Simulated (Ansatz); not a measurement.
## Run report: Al64P64, single-point calculation (part 2 of 2)

Al64P64 (F-43m, 128 atoms in the cell); DFT, PBEsol, PAW, plane waves (Ansatz 0.2.0); cutoff 420 eV, 1×1×1 k-mesh, Fermi–Dirac smearing of 0.01 eV. The structure was built on a prototype by a generator.

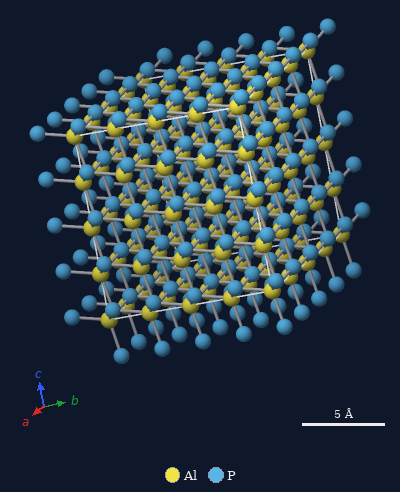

**Figure 1.** The structure (ball-and-stick view of the cell of the calculation, seen slightly off an axis; bonded neighbours outside the cell are drawn too).

## Output, continued
```
--- Forces (eV/Å), atoms counted from 1 ---
  atom   1  Al    -0.00632955    -0.00633167    -0.00633144
  atom   2  Al    -0.00633381    -0.00632750    -0.00633168
  atom   3  Al    -0.00633511    -0.00634095    -0.00632938
  atom   4  Al    -0.00633379    -0.00632743    -0.00633655
  atom   5  Al    -0.00633075    -0.00633097    -0.00633274
  atom   6  Al    -0.00633061    -0.00632814    -0.00632680
  atom   7  Al    -0.00633180    -0.00632758    -0.00632868
  atom   8  Al    -0.00633337    -0.00633096    -0.00633282
  atom   9  Al    -0.00632430    -0.00632740    -0.00632861
  atom  10  Al    -0.00632642    -0.00632999    -0.00633690
  atom  11  Al    -0.00632894    -0.00633651    -0.00632960
  atom  12  Al    -0.00632830    -0.00633650    -0.00633303
  atom  13  Al    -0.00632831    -0.00632746    -0.00633122
  atom  14  Al    -0.00632950    -0.00633099    -0.00632836
  atom  15  Al    -0.00633504    -0.00633401    -0.00633180
  atom  16  Al    -0.00633693    -0.00633030    -0.00632773
  atom  17  Al    -0.00633080    -0.00632983    -0.00633758
  atom  18  Al    -0.00633057    -0.00633706    -0.00633145
  atom  19  Al    -0.00633165    -0.00632572    -0.00633330
  atom  20  Al    -0.00632901    -0.00632872    -0.00632595
  atom  21  Al    -0.00632635    -0.00633289    -0.00633063
  atom  22  Al    -0.00633148    -0.00633211    -0.00633103
  atom  23  Al    -0.00633525    -0.00633027    -0.00633454
  atom  24  Al    -0.00632612    -0.00632772    -0.00632963
  atom  25  Al    -0.00633041    -0.00633016    -0.00633224
  atom  26  Al    -0.00633772    -0.00633162    -0.00632788
  atom  27  Al    -0.00633754    -0.00633302    -0.00632946
  atom  28  Al    -0.00633415    -0.00633211    -0.00633355
  atom  29  Al    -0.00632921    -0.00633275    -0.00632791
  atom  30  Al    -0.00632963    -0.00632981    -0.00633585
  atom  31  Al    -0.00633004    -0.00633455    -0.00632709
  atom  32  Al    -0.00632855    -0.00632800    -0.00632928
  atom  33  Al    -0.00633036    -0.00633598    -0.00632963
  atom  34  Al    -0.00632958    -0.00632718    -0.00633734
  atom  35  Al    -0.00633129    -0.00633115    -0.00632916
  atom  36  Al    -0.00632847    -0.00632678    -0.00633145
  atom  37  Al    -0.00633272    -0.00633476    -0.00633062
  atom  38  Al    -0.00633019    -0.00632928    -0.00633144
  atom  39  Al    -0.00632552    -0.00632790    -0.00632898
  atom  40  Al    -0.00633530    -0.00633015    -0.00632976
  atom  41  Al    -0.00633209    -0.00633220    -0.00633028
  atom  42  Al    -0.00633253    -0.00633125    -0.00633310
  atom  43  Al    -0.00633138    -0.00633342    -0.00633213
  atom  44  Al    -0.00633926    -0.00632731    -0.00633087
  atom  45  Al    -0.00632982    -0.00633056    -0.00633402
  atom  46  Al    -0.00633040    -0.00634119    -0.00633062
  atom  47  Al    -0.00632955    -0.00633005    -0.00633199
  atom  48  Al    -0.00632995    -0.00632914    -0.00632599
  atom  49  Al    -0.00633052    -0.00633339    -0.00633323
  atom  50  Al    -0.00633434    -0.00632803    -0.00633130
  atom  51  Al    -0.00633146    -0.00633390    -0.00633546
  atom  52  Al    -0.00633097    -0.00633526    -0.00632875
  atom  53  Al    -0.00633406    -0.00632917    -0.00633613
  atom  54  Al    -0.00632944    -0.00632395    -0.00632802
  atom  55  Al    -0.00633562    -0.00633227    -0.00632729
  atom  56  Al    -0.00633587    -0.00632877    -0.00633450
  atom  57  Al    -0.00632448    -0.00632921    -0.00633142
  atom  58  Al    -0.00632648    -0.00633058    -0.00632743
  atom  59  Al    -0.00632503    -0.00633266    -0.00633281
  atom  60  Al    -0.00632952    -0.00632753    -0.00633465
  atom  61  Al    -0.00633286    -0.00633636    -0.00632854
  atom  62  Al    -0.00632573    -0.00633104    -0.00632668
  atom  63  Al    -0.00633493    -0.00633251    -0.00633338
  atom  64  Al    -0.00633486    -0.00633148    -0.00632766
  atom  65  P      0.00631689     0.00633289     0.00633326
  atom  66  P      0.00632255     0.00632254     0.00632941
  atom  67  P      0.00633692     0.00633633     0.00633629
  atom  68  P      0.00633657     0.00632835     0.00633114
  atom  69  P      0.00633420     0.00632434     0.00632812
  atom  70  P      0.00633137     0.00631801     0.00632979
  atom  71  P      0.00633813     0.00633428     0.00632098
  atom  72  P      0.00632975     0.00634020     0.00633298
  atom  73  P      0.00632110     0.00632685     0.00632549
  atom  74  P      0.00632935     0.00632031     0.00633792
  atom  75  P      0.00632405     0.00633898     0.00632178
  atom  76  P      0.00633364     0.00633997     0.00633307
  atom  77  P      0.00632306     0.00633216     0.00633325
  atom  78  P      0.00632407     0.00632923     0.00632879
  atom  79  P      0.00634040     0.00633406     0.00633036
  atom  80  P      0.00634311     0.00632774     0.00633280
  atom  81  P      0.00632916     0.00633276     0.00633676
  atom  82  P      0.00633083     0.00633166     0.00632857
  atom  83  P      0.00633242     0.00632984     0.00633035
  atom  84  P      0.00632421     0.00632851     0.00633143
  atom  85  P      0.00632423     0.00632756     0.00633170
  atom  86  P      0.00632744     0.00632054     0.00633269
  atom  87  P      0.00632821     0.00633711     0.00632967
  atom  88  P      0.00632618     0.00633252     0.00631843
  atom  89  P      0.00633164     0.00632665     0.00633386
  atom  90  P      0.00632838     0.00632816     0.00633893
  atom  91  P      0.00633135     0.00633154     0.00632454
  atom  92  P      0.00632955     0.00633694     0.00633178
  atom  93  P      0.00633470     0.00633492     0.00632809
  atom  94  P      0.00633766     0.00633205     0.00633294
  atom  95  P      0.00633435     0.00632668     0.00632791
  atom  96  P      0.00633399     0.00632581     0.00632762
  atom  97  P      0.00632508     0.00633800     0.00632991
  atom  98  P      0.00633118     0.00632192     0.00632798
  atom  99  P      0.00633081     0.00632400     0.00633137
  atom 100  P      0.00632635     0.00633203     0.00633149
  atom 101  P      0.00632635     0.00633108     0.00633740
  atom 102  P      0.00632564     0.00632951     0.00632640
  atom 103  P      0.00632417     0.00631796     0.00632967
  atom 104  P      0.00633296     0.00631808     0.00633458
  atom 105  P      0.00632848     0.00633387     0.00632417
  atom 106  P      0.00633054     0.00634133     0.00632469
  atom 107  P      0.00633073     0.00633964     0.00633486
  atom 108  P      0.00632815     0.00633072     0.00632984
  atom 109  P      0.00633792     0.00632722     0.00633809
  atom 110  P      0.00633775     0.00633876     0.00633494
  atom 111  P      0.00633614     0.00633404     0.00632499
  atom 112  P      0.00633185     0.00632786     0.00632359
  atom 113  P      0.00632345     0.00632888     0.00632941
  atom 114  P      0.00631943     0.00633181     0.00633443
  atom 115  P      0.00633255     0.00633464     0.00633064
  atom 116  P      0.00633577     0.00632566     0.00633368
  atom 117  P      0.00634022     0.00633392     0.00632599
  atom 118  P      0.00632873     0.00632605     0.00632547
  atom 119  P      0.00633166     0.00632804     0.00633448
  atom 120  P      0.00633813     0.00633568     0.00633147
  atom 121  P      0.00632010     0.00632327     0.00633642
  atom 122  P      0.00632029     0.00633624     0.00632418
  atom 123  P      0.00632999     0.00633230     0.00633142
  atom 124  P      0.00632949     0.00632757     0.00633146
  atom 125  P      0.00632794     0.00633354     0.00632974
  atom 126  P      0.00632394     0.00632836     0.00632502
  atom 127  P      0.00634264     0.00633358     0.00633475
  atom 128  P      0.00634050     0.00632317     0.00632523
  max |Σ_I F_I| component: 5.12e-5 eV/Å
--- Stress (GPa, compression-positive) ---
        0.228693      -0.295389      -0.295389
       -0.295389       0.228693      -0.295389
       -0.295389      -0.295389       0.228693
  P = ⅓ Tr σ = 0.2287 GPa (2.287 kbar)
--- Band table (eV) ---
  k-point 0: bands = ["-6.4918", "-6.1540", "-5.9390", "-5.9390", "-5.9390", "-5.8231", "-5.8231", "-5.8231", "-5.7371", "-5.7371", ... 174 levels left out ..., "3.1869", "3.1869", "3.1869", "3.1869", "3.1869", "3.1869", "3.3647", "3.3647", "3.3647", "3.4142", "3.4142", "3.4142", "3.4435", "3.4435", "3.4435", "3.4435", "3.4435", "3.4435", "3.4981", "3.4981", "3.4981", "3.5052", "3.5052", "3.5052", "3.6644", "3.6644", "3.6644", "3.8602", "3.8602",
      "3.8602", "3.8726", "3.8726", "3.8726", "3.8785", "3.8785", "3.8785", "3.9339", "3.9339", "3.9339", "3.9671", "3.9671", "3.9671", "3.9671", "3.9671", "3.9671", "4.0670", "4.0670", "4.0670", "4.1181", "4.1181", "4.1181", "4.2152", "4.2152", "4.3398", "4.3398", "4.3398", "4.3420", "4.3420", "4.3420", "4.3810", "4.3810", "4.4962", "4.4962", "4.4962", "4.5692", "4.5771", "4.5771", "4.5771", "4.6645",
      "4.6645", "4.9178", "4.9178", "6.5589", "6.5589", "6.5589", "7.2284", "7.2284", "7.2284", "7.5107", "7.5107", "7.5107", "7.5856", "7.5856", "7.5856", "7.5936", "7.5936", "7.5936", "7.6890", "7.7212", "7.7212", "7.7212", "7.7212", "7.7212", "7.7212", "7.7483", "7.7483", "7.7483", "7.9188", "7.9188", "7.9188", "7.9541", "8.0459", "8.0459", "8.0459", "8.0541", "8.0541", "8.0541", "8.0541", "8.0541",
      "8.0541", "8.1148", "8.1148", "8.1148", "8.2647", "8.2647", "8.2647", "8.3465", "8.3465", "8.3465", "8.3527", "8.3966", "8.4660", "8.4660", "8.4660", "8.6845", "8.6845", "8.6845", "8.8330", "8.8330", "8.8330", "8.8330", "8.8330", "8.8330", "8.8690", "8.8690", "8.8690", "8.8690", "8.8690", "8.8690", "8.9178", "8.9178", "8.9178", "9.0997", "9.0997", "9.0997", "9.3577", "9.3577", "9.3577", "9.3962",
      "9.3962", "9.3962", "9.4962", "9.5229", "9.5229", "9.5529", "9.5529", "9.5529", "9.7215", "9.7215", "9.7378", "9.7378", "9.7378", "9.8550", "9.8550", "9.8550", "9.9379", "9.9379", "9.9565", "9.9565", "9.9701", "9.9701", "9.9701", "10.0427", "10.0427", "10.0427", "10.0427", "10.0427", "10.0427", "10.0718", "10.0718", "10.0718", "10.0933", "10.0933", "10.0933", "10.0933", "10.0933", "10.0933", "10.1378", "10.1378",
      "10.1378", "10.1378", "10.1378", "10.1378", "10.1862", "10.1862", "10.1862", "10.2749", "10.2749", "10.2749", "10.2986"]
--- Löwdin populations: 128 sites ---
  site symbol       q [e]
     0     Al      2.6120
     1     Al      2.6120
     2     Al      2.6120
     3     Al      2.6120
     4     Al      2.6120
     5     Al      2.6120
     6     Al      2.6120
     7     Al      2.6120
     8     Al      2.6120
     9     Al      2.6120
    10     Al      2.6120
    11     Al      2.6120
    12     Al      2.6120
    13     Al      2.6120
    14     Al      2.6120
    15     Al      2.6120
    16     Al      2.6120
    17     Al      2.6120
    18     Al      2.6120
    19     Al      2.6120
    20     Al      2.6120
    21     Al      2.6120
    22     Al      2.6120
    23     Al      2.6120
    24     Al      2.6120
    25     Al      2.6120
    26     Al      2.6120
    27     Al      2.6120
    28     Al      2.6120
    29     Al      2.6120
    30     Al      2.6120
    31     Al      2.6120
    32     Al      2.6120
    33     Al      2.6120
    34     Al      2.6120
    35     Al      2.6120
    36     Al      2.6120
    37     Al      2.6120
    38     Al      2.6120
    39     Al      2.6120
    40     Al      2.6120
    41     Al      2.6120
    42     Al      2.6120
    43     Al      2.6120
    44     Al      2.6120
    45     Al      2.6120
    46     Al      2.6120
    47     Al      2.6120
    48     Al      2.6120
    49     Al      2.6120
    50     Al      2.6120
    51     Al      2.6120
    52     Al      2.6120
    53     Al      2.6120
    54     Al      2.6120
    55     Al      2.6120
    56     Al      2.6120
    57     Al      2.6120
    58     Al      2.6120
    59     Al      2.6120
    60     Al      2.6120
    61     Al      2.6120
    62     Al      2.6120
    63     Al      2.6120
    64      P      5.3303
    65      P      5.3303
    66      P      5.3303
    67      P      5.3303
    68      P      5.3303
    69      P      5.3303
    70      P      5.3303
    71      P      5.3303
    72      P      5.3303
    73      P      5.3303
    74      P      5.3303
    75      P      5.3303
    76      P      5.3303
    77      P      5.3303
    78      P      5.3303
    79      P      5.3303
    80      P      5.3303
    81      P      5.3303
    82      P      5.3303
    83      P      5.3303
    84      P      5.3303
    85      P      5.3303
    86      P      5.3303
    87      P      5.3303
    88      P      5.3303
    89      P      5.3303
    90      P      5.3303
    91      P      5.3303
    92      P      5.3303
    93      P      5.3303
    94      P      5.3303
    95      P      5.3303
    96      P      5.3303
    97      P      5.3303
    98      P      5.3303
    99      P      5.3303
   100      P      5.3303
   101      P      5.3303
   102      P      5.3303
   103      P      5.3303
   104      P      5.3303
   105      P      5.3303
   106      P      5.3303
   107      P      5.3303
   108      P      5.3303
   109      P      5.3303
   110      P      5.3303
   111      P      5.3303
   112      P      5.3303
   113      P      5.3303
   114      P      5.3303
   115      P      5.3303
   116      P      5.3303
   117      P      5.3303
   118      P      5.3303
   119      P      5.3303
   120      P      5.3303
   121      P      5.3303
   122      P      5.3303
   123      P      5.3303
   124      P      5.3303
   125      P      5.3303
   126      P      5.3303
   127      P      5.3303
  spilling = 0.007222 (of n_electrons = 512.000000)
```

## Key numbers

```tsv
quantity	value
outcome	converged
space group (tolerance 0.01 Å)	F-43m (216)
electrons treated	512
free energy	−81003.9004 eV
Fermi energy	5.736 eV
pressure	0.23 GPa
largest force (length of the vector)	0.011 eV/Å
hardware	1 × NVIDIA GB300, 8 threads of Arm Neoverse-V2, shared host
wall time	20 s (CPU time 1.7 min)
peak memory	4.5 GiB
```

## Remarks

The k-point mesh is coarse for a cell of this size, so the results may not be converged.
